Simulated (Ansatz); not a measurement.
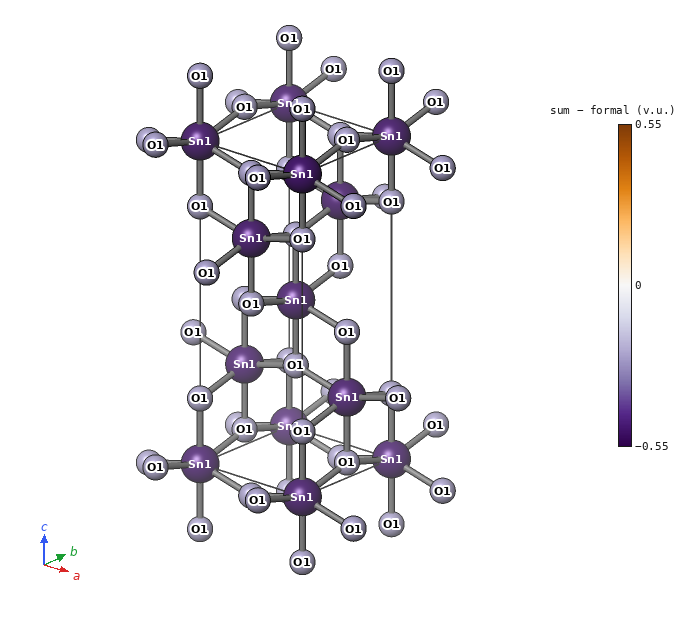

Atoms of SnO₂ (I4_1/amd) coloured by their computed bond-valence sum less the size of their formal valence (view from a free direction).

Bond valence s = exp((R0 − d)/b), R0 fitted to published crystal structures with b = 0.37 Å, summed over all anions within 5 Å; R0 in Å: Sn4+–O 1.887.

The cell is taken from the geometry relaxed with DFT PBE, scalar-relativistic, plane waves, PAW (Ansatz 0.2.0); the starting structure was generated, so it need not be a known form of this composition.

```yaml
crystal:
  lattice:
    - [4.05087, 0.00000, 0.00000]
    - [0.00000, 4.05087, 0.00000]
    - [0.00000, 0.00000, 10.36988]
  atoms:
    - { symbol: Sn, position: [0.00000, 0.00000, 0.00000] }
    - { symbol: Sn, position: [0.00000, 0.50000, 0.25000] }
    - { symbol: O, position: [0.50000, 0.50000, 0.29763] }
    - { symbol: O, position: [0.00000, 0.00000, 0.20237] }
    - { symbol: O, position: [0.00000, 0.50000, 0.45237] }
    - { symbol: O, position: [0.00000, 0.50000, 0.04763] }
    - { symbol: Sn, position: [0.50000, 0.50000, 0.50000] }
    - { symbol: Sn, position: [0.50000, 0.00000, 0.75000] }
    - { symbol: O, position: [0.00000, 0.00000, 0.79763] }
    - { symbol: O, position: [0.50000, 0.50000, 0.70237] }
    - { symbol: O, position: [0.50000, 0.00000, 0.95237] }
    - { symbol: O, position: [0.50000, 0.00000, 0.54763] }
```

Site labels: Sn1 at 0.000, 0.000, 0.000; O1 at 0.500, 0.500, 0.298.

Question: Which site departs most from its formal valence?

Answer: Sn1, whose sum is 3.50 against 4: by this sum it is underbonded.

Question: Give the sums of all sites.

Answer:
```json
{"site": "Sn1", "x, y, z": "0.000, 0.000, 0.000", "formal valence": "+4", "bond-valence sum": "3.50", "difference": "-0.50"}
{"site": "O1", "x, y, z": "0.500, 0.500, 0.298", "formal valence": "−2", "bond-valence sum": "1.75", "difference": "-0.25"}
```

Question: Is the structure strained by this measure?

Answer: The global instability index (root mean square of the differences over all atoms) is 0.35 v.u.: above 0.2, which by the usual rule of thumb marks a strained structure. Cells relaxed with PBE tend to have slightly long bonds, which lowers the sums.
